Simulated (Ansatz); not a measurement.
## Geometry relaxation of Au (part 2 of 2)

Au (Fm-3m, 1 atom in the cell); DFT r2SCAN, scalar-relativistic, plane waves, PAW, no spin polarisation (Ansatz 0.2.0); cutoff 500 eV, 18×18×18 k-mesh, Gaussian smearing of 0.1 eV. The structure derives from an entry of the Crystallography Open Database.

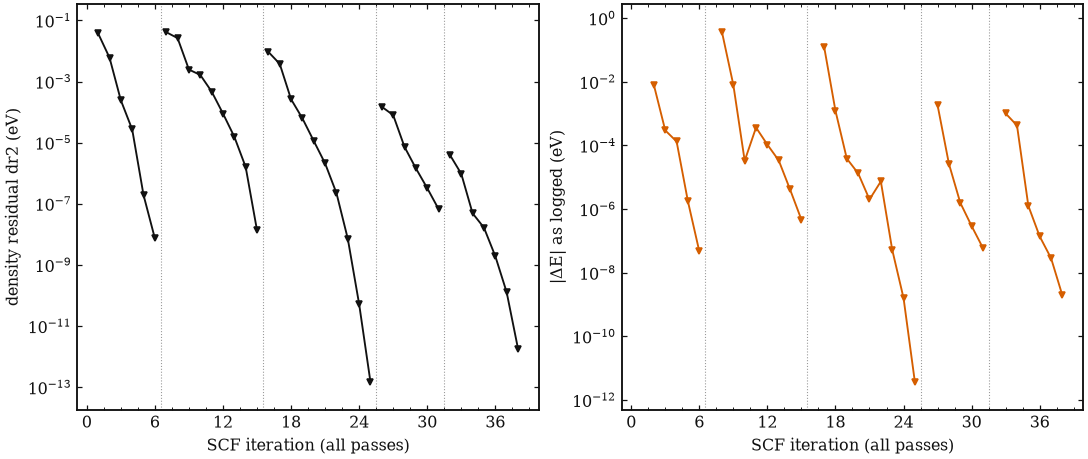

Fig. 1: Convergence of the self-consistent field: density residual dr2 and size of the energy change against the SCF iteration. The dotted lines part the SCF passes of the relaxation: geometry steps, rejected trials and re-solves on a re-selected basis. The 5 passes take 6 to 10 iterations each, 38 in all.

```
basis re-selected at this cell: Δ(F+E_penalty+E_count) = -3.886e-4 eV, ΔP = +0.022 GPa vs the last step (what re-selecting the basis moved, of the pressure what is left beyond the Pulay correction that the steps carried, after the strain that the cell walked since its last selection, with what the two solves' SCF thresholds leave and, on support functions, any second-order correction that the steps lacked; it is no measure of the basis error at this ecutwfc). This SCF's stress stands 2.85e-2 GPa from its target on what of the cell is left free (relax.cell.stress_tol is 5.00e-2 GPa) and its largest allowed force component is 0.00e0 eV/Å (relax.f_tol is 5.00e-3 eV/Å): within both
SCF converged after 7 iterations
Free energy (F): -13163.509682 eV
Harris-Foulkes:  -13163.509682 eV  (|F-HF|=3.27e-11)
Internal energy: -13163.508531 eV  (E = F + TS)
E sigma→0 (E₀):  -13163.509106 eV
Entropy (-TS):   -0.001151 eV (-1.151 meV/atom)
Fermi energy:    19.677292 eV
--- Per-component energies (eV) ---
  E_band       = -238.575639
  E_kinetic    = 605.260599
  E_local      = -1752.715638  (includes V_loc(G=0)·N_el)
  E_nonlocal   = 75.993012
  E_hartree    = 746.952197
  E_xc         = -217.950319
  E_vxc        = -306.529761  (∫ρ·V_xc dr)
  E_paw        = -9731.299053  (= ΣΔE_a)
  E_vpaw       = -375.405206  (= ΣTr[D̂ρ^β])
  E_aug_tail   = 0.000760  (compensation charges beyond the density's cutoff)
  E_vtau       = 20.916204  (kinetic-family band-sum trace: ∫τ·v_τ [+ j·A + Jᵃ·Aᵃ] dr)
  E_ewald      = -2889.573765
  E_core_change = -0.176324  (= ΣΔE_core)
  E_smearing   = -0.001151  (= −TS)
  E_closure    = 0.000000  (closes the sum)
  Σ components = -13163.509682   (vs F -13163.509682, Δ=0.00e0)
--- Forces (eV/Å), atoms counted from 1 ---
  atom   1  Au    -0.00000000     0.00000000    -0.00000000
  max |Σ_I F_I| component: 2.67e-32 eV/Å
--- Stress (GPa, compression-positive) ---
        0.028541      -0.000000      -0.000000
       -0.000000       0.028541      -0.000000
       -0.000000      -0.000000       0.028541
  P = ⅓ Tr σ = 0.0285 GPa (0.285 kbar)
--- Band table (eV; the first three rows and the last of 195) ---
  k-point 0: bands = ["-87.8265", "-38.5988", "-38.5988", "-38.5988", "9.9366", "14.9066", "14.9066", "14.9066", "16.3641", "16.3641", "34.8913", "38.8358", "38.8358", "38.8358"]
  k-point 1: bands = ["-87.8261", "-38.6052", "-38.5998", "-38.5998", "10.0461", "14.8731", "14.9437", "14.9437", "16.3480", "16.3480", "35.0129", "38.1266", "38.9584", "38.9584"]
  k-point 2: bands = ["-87.8251", "-38.6235", "-38.6026", "-38.6026", "10.3654", "14.7891", "15.0401", "15.0401", "16.3157", "16.3157", "35.2661", "36.6455", "39.3027", "39.3027"]
  k-point 194: bands = ["-87.8115", "-38.7495", "-38.7290", "-38.6808", "13.6690", "14.1589", "14.8495", "16.3012", "17.8822", "24.5373", "25.5275", "26.9298", "29.4512", "42.2641"]
--- Relaxed structure (4 steps of the walk, 3 accepted, 1 SCFs on fresh bases) ---
  F+E_penalty+E_count = -13163.50968169 eV   max|allowed force component| = 0.000e0 eV/Å   (the final SCF, on the basis selected at the relaxed cell)
  cell:  # Å, volume = 17.5349 Å³
    - [7.006137250727425e-35, 2.0620134801374648, 2.0620134801374648]
    - [2.0620134801374648, 8.598439600015321e-35, 2.0620134801374648]
    - [2.0620134801374648, 2.0620134801374648, 1.942610587541444e-34]
  atoms:
    - { symbol: Au, position: [0.0, 0.0, 0.0] }
```

## Trajectory as extended XYZ (Å, eV, eV/Å), 5 frames, from step=1 to step=5
```
1
Lattice="0.0000 2.0350 2.0350 2.0350 0.0000 2.0350 2.0350 2.0350 0.0000" Properties=species:S:1:pos:R:3:forces:R:3 step=1 energy=-13163.49550 pressure_GPa=6.95
Au    0.0000    0.0000    0.0000    0.0000   0.0000   0.0000
1
Lattice="0.0000 2.1094 2.1094 2.1094 0.0000 2.1094 2.1094 2.1094 0.0000" Properties=species:S:1:pos:R:3:forces:R:3 step=2 energy=-13163.47246 pressure_GPa=-8.62 accepted=F
Au    0.0000    0.0000    0.0000    0.0000   0.0000   0.0000
1
Lattice="0.0000 2.0669 2.0669 2.0669 0.0000 2.0669 2.0669 2.0669 0.0000" Properties=species:S:1:pos:R:3:forces:R:3 step=3 energy=-13163.50881 pressure_GPa=-1.08
Au    0.0000    0.0000    0.0000    0.0000   0.0000   0.0000
1
Lattice="0.0000 2.0620 2.0620 2.0620 0.0000 2.0620 2.0620 2.0620 0.0000" Properties=species:S:1:pos:R:3:forces:R:3 step=4 energy=-13163.50929 pressure_GPa=0.01
Au    0.0000    0.0000    0.0000    0.0000   0.0000   0.0000
1
Lattice="0.0000 2.0620 2.0620 2.0620 0.0000 2.0620 2.0620 2.0620 0.0000" Properties=species:S:1:pos:R:3:forces:R:3 step=5 energy=-13163.50968 pressure_GPa=0.03
Au    0.0000    0.0000    0.0000    0.0000   0.0000   0.0000
```

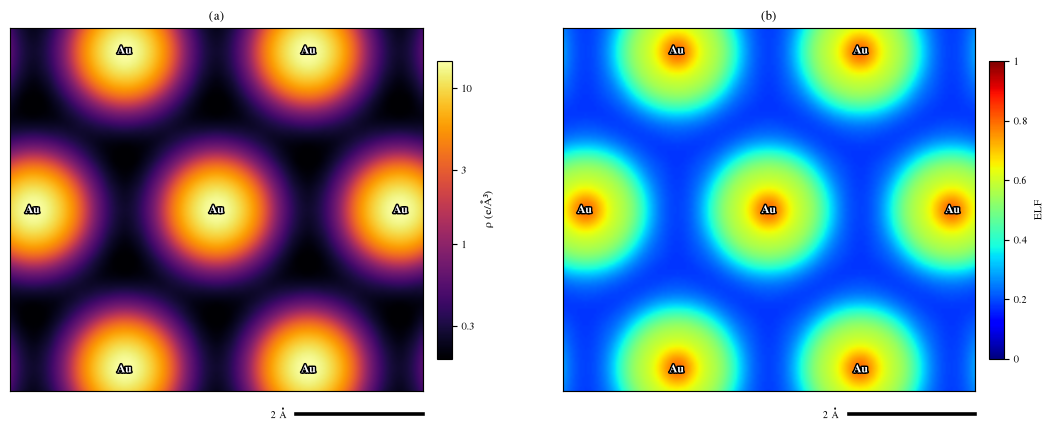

Fig. 2: (a) valence charge density (pseudo); (b) ELF on the (111) plane of the conventional cell. The plane passes through Au nuclei. Au–Au (2.92 Å): ρ at the midpoint is about 0.27 e/Å³; the ELF is about 0.20 at the midpoint (no shared electron pair). Away from the nuclei the density in this plane falls to 0.18 e/Å³ at its lowest. The strong features right at Au lie inside the PAW spheres (semicore, d or f shells) and say nothing about bonding. In a PAW calculation such maps are meaningful between the atoms, not at the nuclei.

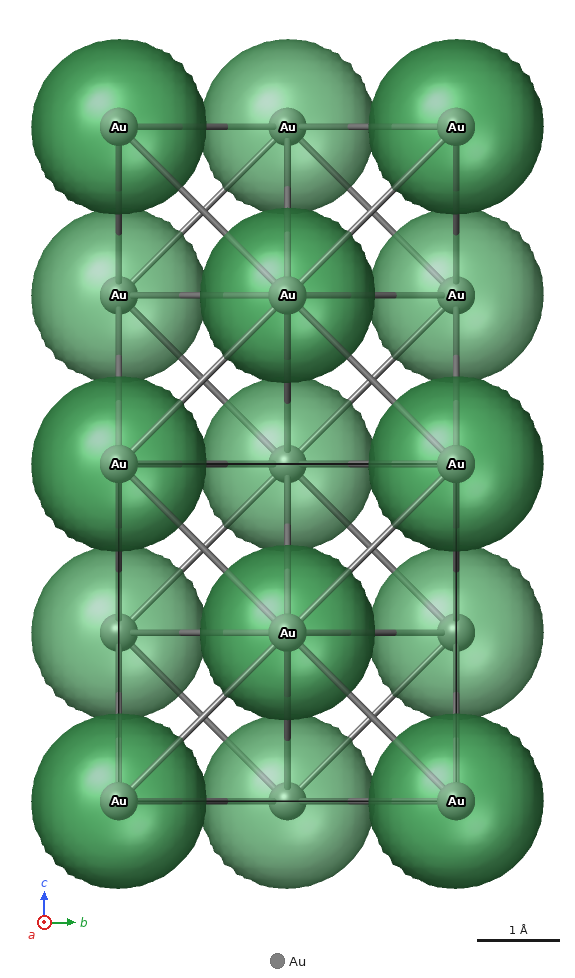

Fig. 3: Isosurface of the valence pseudo-density at 0.6 e/Å³ (green), seen along the a axis. Sticks mark near contacts. The outline is the cell set on symmetry axes. At this value the density breaks into separate islands; it holds about 80 % of the electrons treated as valence (semicore included). It is pinched off along the Au–Au (2.92 Å) contacts. On the grid the lowest density along these lines, outside the cores, is 0.25 e/Å³ (Au–Au, 2.92 Å).

The run was set up as follows.

## Input
```yaml
crystal:
  lattice:
    - [0.0, 2.035, 2.035]
    - [2.035, 0.0, 2.035]
    - [2.035, 2.035, 0.0]
  atoms:
    - { symbol: Au, position: [0.0, 0.0, 0.0] }
basis:
  ecutwfc: 500
kpoints:
  mp_grid: { grid: [18, 18, 18] }
hamiltonian:
  xc: r2scan
scf:
  occupations: { method: gaussian, width: 0.1 }
output:
  forces: true
  stress: true
  eigenvalues: true
  write_density: true
  write_potential: true
  elf: true
  volumetric_format: npy
relax:
  adjacent_minimum: "off"
  f_tol: 0.005
  max_steps: 80
  cell: { stress_tol: 0.05 }
```

Launch command:
```bash
ansatz run input.yaml --threads 2 --pin off --max-ram 5120MiB --backend cpu --events-out ev --progress --plain --runs-dir out
```

## Key numbers

- outcome: converged
- space group (tolerance 0.01 Å): Fm-3m (225)
- electrons treated: 19
- free energy: −13163.5097 eV
- Fermi energy: 19.677 eV
- gap on the k-point mesh: none (metallic)
- pressure: 0.03 GPa
- final volume: 17.53 Å³
- largest force (length of the vector) at the end: under 0.001 eV/Å
- final cell: a = 2.916 Å, b = 2.916 Å, c = 2.916 Å, α = 60.00°, β = 60.00°, γ = 60.00°
- hardware: 2 threads of Arm Neoverse V1, 24 GiB of memory available, shared host
- wall time: 20 s (CPU time 38 s)
- peak memory: 0.4 GiB

## Remarks

Spin–orbit coupling is left out, which matters for Au.
